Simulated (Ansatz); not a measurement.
# Calculations on Al

Part 1: Relaxation

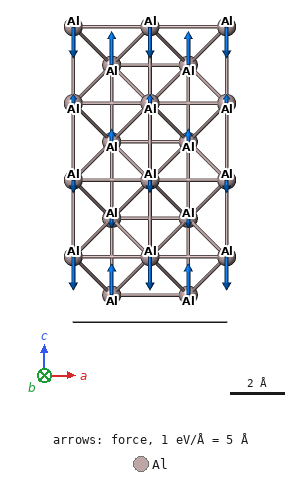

Starting geometry of a slab of composition Al (cut from the Fm-3m phase) with the computed forces as blue arrows. Style: ball-and-stick. Shown: the 2 × 1 repeat of the cell, outlined in the plane, without the vacuum, along the b axis.

Case: (1 1 0) slab, atoms relaxed. The slab is the (1 1 0) face of Al.

Method: DFT PBEsol, scalar-relativistic, plane waves, PAW in Ansatz.

Input file:
```yaml
crystal:
  lattice:
    - [2.8394270062, 0.0, 0.0]
    - [0.0, 4.0155561815, 0.0]
    - [0.0, 0.0, 24.9379945217]
  atoms:
    - { symbol: Al, position: [0.5, 0.5, 0.3007459158] }
    - { symbol: Al, position: [0.0, 0.0, 0.3576756541] }
    - { symbol: Al, position: [0.5, 0.5, 0.4146053925] }
    - { symbol: Al, position: [0.0, 0.0, 0.4715351308] }
    - { symbol: Al, position: [0.5, 0.5, 0.5284648692] }
    - { symbol: Al, position: [0.0, 0.0, 0.5853946075] }
    - { symbol: Al, position: [0.5, 0.5, 0.6423243459] }
    - { symbol: Al, position: [0.0, 0.0, 0.6992540842] }
basis:
  ecutwfc: 420
kpoints:
  mp_grid: { grid: [12, 9, 1] }
hamiltonian:
  xc: pbesol
scf:
  occupations: { method: gaussian, width: 0.1 }
output:
  forces: true
  eigenvalues: true
  write_density: true
  write_potential: true
  elf: true
  volumetric_format: npy
relax:
  adjacent_minimum: "off"
  f_tol: 0.02
  max_steps: 60
efield:
  axis: 3
  dipole_correction: true
  ramp_width: 0.04
```

Command:
```bash
ansatz run input.yaml --threads 1 --pin off --max-ram 2560MiB --backend cpu --events-out ev --progress --plain --runs-dir out
```

### Is this structure relaxed? If not, where do the atoms go?

It isn't relaxed: the largest force vector, on Al atoms, is 0.25 eV/Å. The atoms end up moving mostly along the starting forces (cosine between the two patterns 0.95). The largest moves relative to the layer's centre, 0.082 Å, are those of Al2 and Al7. Al7 goes along the normal (+c). The cell stays as it was. Near-neighbour distances that change, for instance: Al1–Al2 2.839 → 2.782 Å, Al1–Al3 2.839 → 2.787 Å, Al2–Al4 2.839 → 2.888 Å, Al2–Al3 2.839 → 2.873 Å. Over 2 accepted moves (3 points after the start) the energy falls by 33.7 meV per cell of the calculation. Largest force component: 0.25 eV/Å at the start, 0.0095 eV/Å at the end. 1 step only repeated the SCF at the same geometry.

Part 2: Relaxation

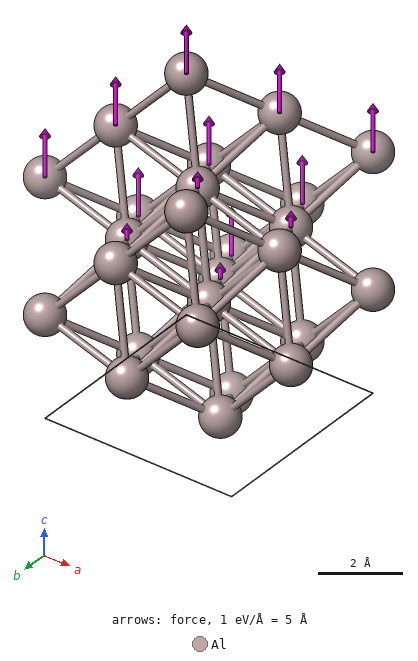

Starting geometry of a slab of composition Al (cut from the Fm-3m phase) with the computed forces as purple arrows. The picture is a ball-and-stick view of the cell of the calculation, outlined in the plane, without the vacuum (origin shifted), seen from a free direction.

Case: clean slab, lower half held. The slab is the (1 0 0) face of Al. 8 atoms are held fixed.

All numbers below come from Ansatz 0.2.0, DFT PBE+D3(BJ), scalar-relativistic, plane waves, PAW.

Input
```yaml
crystal:
  lattice:
    - [5.6324246406, 0.0, 0.0]
    - [0.0, 5.6324246406, 0.0]
    - [0.0, 0.0, 22.9740884869]
  atoms:
    - { symbol: Al, position: [0.25, 0.25, 0.3699820345] }
    - { symbol: Al, position: [0.25, 0.75, 0.3699820345] }
    - { symbol: Al, position: [0.75, 0.25, 0.3699820345] }
    - { symbol: Al, position: [0.75, 0.75, 0.3699820345] }
    - { symbol: Al, position: [0.5, 0.5, 0.4566606782] }
    - { symbol: Al, position: [0.5, 0.0, 0.4566606782] }
    - { symbol: Al, position: [0.0, 0.5, 0.4566606782] }
    - { symbol: Al, position: [0.0, 0.0, 0.4566606782] }
    - { symbol: Al, position: [0.75, 0.75, 0.5433393218] }
    - { symbol: Al, position: [0.75, 0.25, 0.5433393218] }
    - { symbol: Al, position: [0.25, 0.75, 0.5433393218] }
    - { symbol: Al, position: [0.25, 0.25, 0.5433393218] }
    - { symbol: Al, position: [0.0, 0.0, 0.6300179655] }
    - { symbol: Al, position: [0.0, 0.5, 0.6300179655] }
    - { symbol: Al, position: [0.5, 0.0, 0.6300179655] }
    - { symbol: Al, position: [0.5, 0.5, 0.6300179655] }
basis:
  ecutwfc: 420
kpoints:
  mp_grid: { grid: [5, 5, 1] }
hamiltonian:
  xc: pbe
  dispersion: d3bj
scf:
  occupations: { method: gaussian, width: 0.1 }
output:
  forces: true
  eigenvalues: true
  write_density: true
  write_potential: true
  elf: true
  volumetric_format: npy
relax:
  adjacent_minimum: "off"
  f_tol: 0.03
  max_steps: 70
  constraints: [{ sites: [0, 1, 2, 3, 4, 5, 6, 7] }]
efield:
  axis: 3
  dipole_correction: true
  ramp_width: 0.04
```

Launched with:
```bash
ansatz run input.yaml --threads 4 --pin off --max-ram 10240MiB --backend cpu --events-out ev --progress --plain --runs-dir out
```

### Is this structure relaxed? If not, where do the atoms go?

It isn't relaxed: the largest force vector, on Al atoms, is 0.28 eV/Å. The atoms end up moving mostly along the starting forces (cosine between the two patterns 0.99). Over 2 geometry steps the energy falls by 98.2 meV per cell of the calculation. Largest force component: 0.28 eV/Å at the start, 0.0037 eV/Å at the end. The largest moves, 0.16 Å, are those of Al13, Al14, Al15 and Al16. Al13 goes along the normal (+c). The lattice vectors keep their values. Near-neighbour distances that change, for instance: Al5–Al10 2.816 → 2.876 Å, Al10–Al13 2.816 → 2.868 Å. The run took 17 s on 4 threads of Intel(R) Xeon(R) 6975P-C (Granite Rapids), on a shared host, peak memory 1.1 GiB.

Part 3: A change

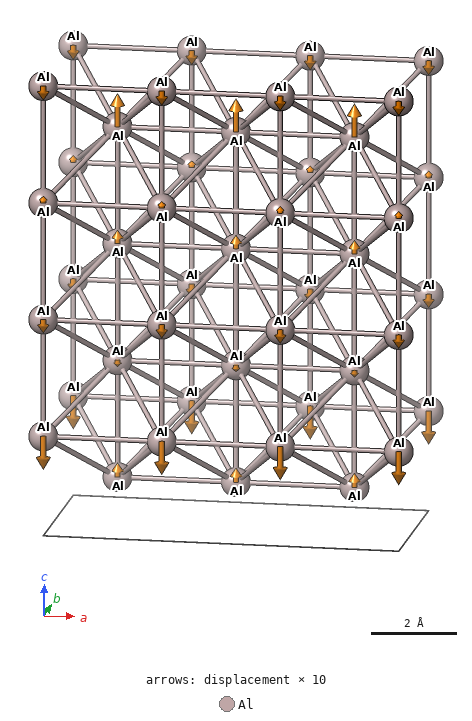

A (1 1 0) slab of Al as cut from the relaxed bulk. The orange arrows show how the atoms are displaced, magnified 10 times. The picture is a ball-and-stick view of the 3 × 1 repeat of the cell, outlined in the plane, without the vacuum, seen slightly off an axis.

Theory: DFT PBEsol, scalar-relativistic, plane waves, PAW (Ansatz). Settings: plane-wave cutoff 420 eV; occupations gaussian; smearing width 0.1 eV; no spin polarisation. The k-mesh is chosen for each cell (12×9×24, 12×9×1).

Describe the change and its computed effect.

The atoms of the slab are relaxed at the bulk's in-plane cell. The surface energy (mean of the two faces) falls from 1.14 to 1.12 J/m². The top spacing, between the Al and Al planes, goes from 1.42 to 1.30 Å (−8.3 %), the bottom one (Al to Al) from 1.42 to 1.30 Å (−8.3 %). The cell stays as it was. The largest moves relative to the layer's centre, 0.082 Å, are those of Al atoms. Among the bonded contacts that change: Al–Al 2.839 → 2.782 to 2.890 Å.
